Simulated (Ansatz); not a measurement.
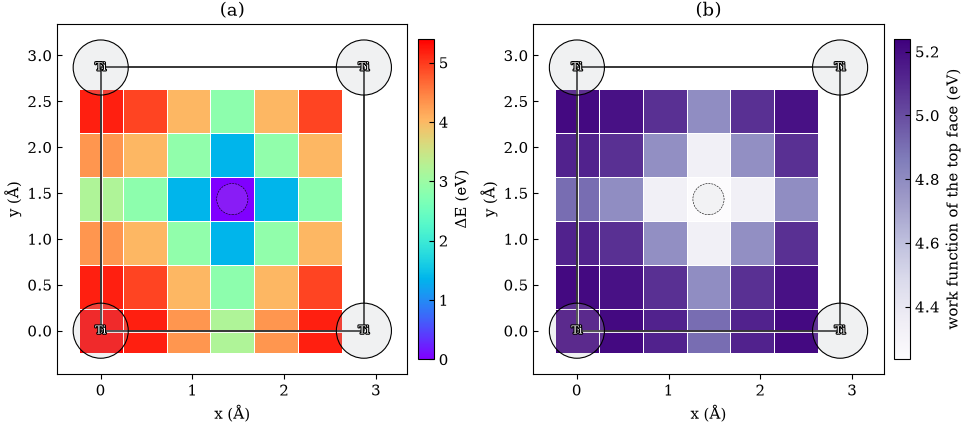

C on a Ti(100) slab cut from the Fm-3m phase, its upper half relaxed before the scan (12 atoms of substrate and one adsorbate in a 2 × 2 cell). C is moved over the surface cell; relaxed at each place: the height of the adsorbate's atoms; substrate rigid; the origin of the map has the adsorbate above Ti9. Places are given modulo a cell vector. The map is drawn in real space over the plane of the surface. Grid: 6 × 6 points; 10 points were computed and 26 follow by symmetry. Places are given in fractions of the 1 × 1 surface cell. Energies: eV, counted from the lowest grid point. These are results of Ansatz, DFT PBEsol, scalar-relativistic, plane waves, PAW, not measurements. Settings: cutoff 420 eV, k-mesh 5×5×1, gaussian smearing 0.1 eV, no spin polarisation.

Panel (a) is the energy and panel (b) the computed work function of the top face on the same grid.

In the figure: one coloured cell a grid point, labelled circles for the atoms of the top layer and small ones for the second layer, the outline of one cell of the plane.

Question: How does the work function of the top face vary over the map, and what is it at the lowest grid point?

Answer: It runs from 4.23 eV at a fourfold hollow over a second-layer Ti atom, (3/6, 3/6) of the cell vectors to 5.24 eV at the top site over a surface Ti atom, (0/6, 0/6) of the cell vectors. At the lowest grid point, a fourfold hollow over a second-layer Ti atom, (3/6, 3/6) of the cell vectors, it is 4.23 eV.

PAW datasets: the set soft_1.
